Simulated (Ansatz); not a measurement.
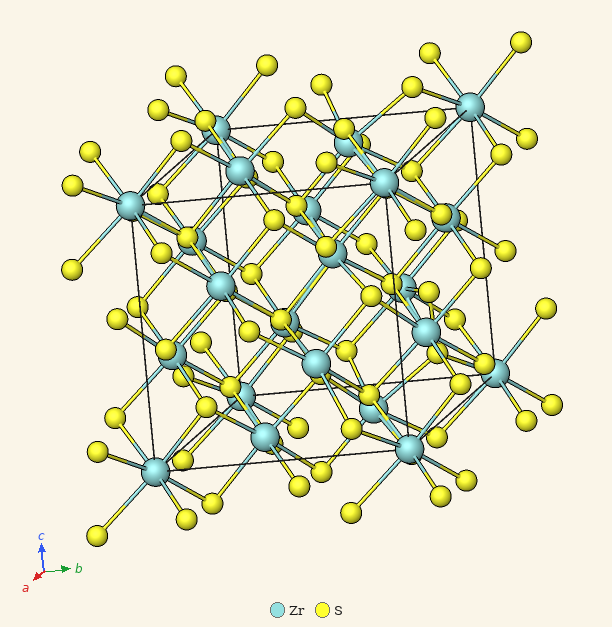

Figure: ball-and-stick view slightly off an axis. The edges of the simulation cell are marked. Bonded atoms from the next cells complete the picture. Cell: a = 9.296 Å, b = 9.296 Å, c = 9.296 Å, α = 72.98°, β = 72.98°, γ = 72.98°.

The compound is Zr9S19. The atoms as placed leave only P1. Atoms per cell: 28 (9 Zr, 19 S). The bonds build Zr9S19 layers parallel to (111).

It goes back to a structure listed in the Materials Project, repeated into a supercell with a point defect put in. The atoms were relaxed in a fixed cell with Ansatz, DFT PBE, scalar-relativistic, plane waves, PAW.
